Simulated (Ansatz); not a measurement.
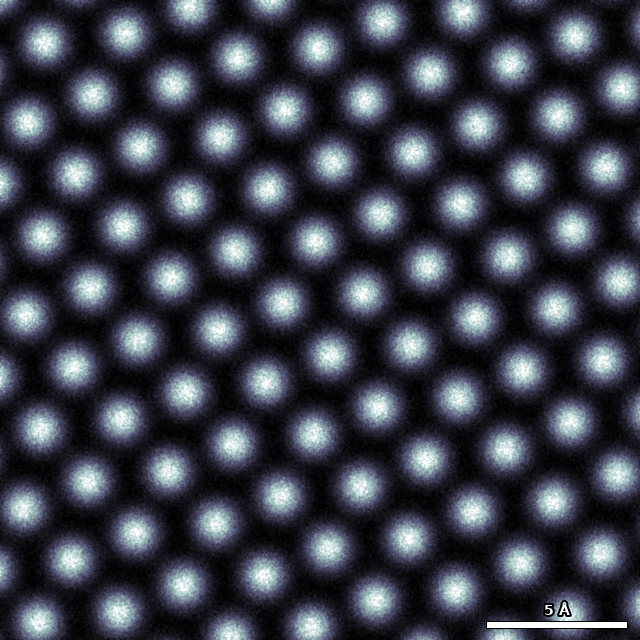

An image along [100] of one of the structures below (computed or model cells, partly hypothetical, each in its standard cell). Simulated incoherent Z contrast: every atom adds Z^1.8 spread by a probe of 1.23 Å full width; channelling and multiple scattering are left out. Shot noise was added.

A. Ga
Space group P6_3/mmc (No. 194). a = 2.948 Å, b = 2.948 Å, c = 4.774 Å, α = 90.00°, β = 90.00°, γ = 120.00°
```json
{"atom": "Ga", "site": "2d", "symmetry": "-6m2", "x": "0.3333", "y": "0.6667", "z": "0.7500"}
```

B. Ga
Space group Im-3m (No. 229). a = 3.397 Å, b = 3.397 Å, c = 3.397 Å, α = 90.00°, β = 90.00°, γ = 90.00°
```tsv
atom	site	symmetry	x	y	z
Ga	2a	m-3m	0.0000	0.0000	0.0000
```

C. Cr
Space group P6_3/mmc (No. 194). a = 2.484 Å, b = 2.484 Å, c = 4.458 Å, α = 90.00°, β = 90.00°, γ = 120.00°
```csv
atom,site,symmetry,x,y,z
Cr,2d,-6m2,0.3333,0.6667,0.7500
```

D. Ga
Space group Cmce (No. 64). a = 4.483 Å, b = 7.668 Å, c = 4.558 Å, α = 90.00°, β = 90.00°, γ = 90.00°
```
atom  site  symmetry       x       y       z
  Ga    8f       m..  0.5000  0.1553  0.5826
```

**Which of them gives this image?**

A, Ga. Along [100] the projected cells are A 2.55 × 4.77 Å, 90°; B 2.40 × 2.40 Å, 90°; C 2.15 × 4.46 Å, 90°; D 3.83 × 4.56 Å, 90°. The image repeats as A does.

Structure A: the geometry given to an electronic-structure calculation, possibly off equilibrium; the starting structure was generated, so it need not be a known form of this composition.
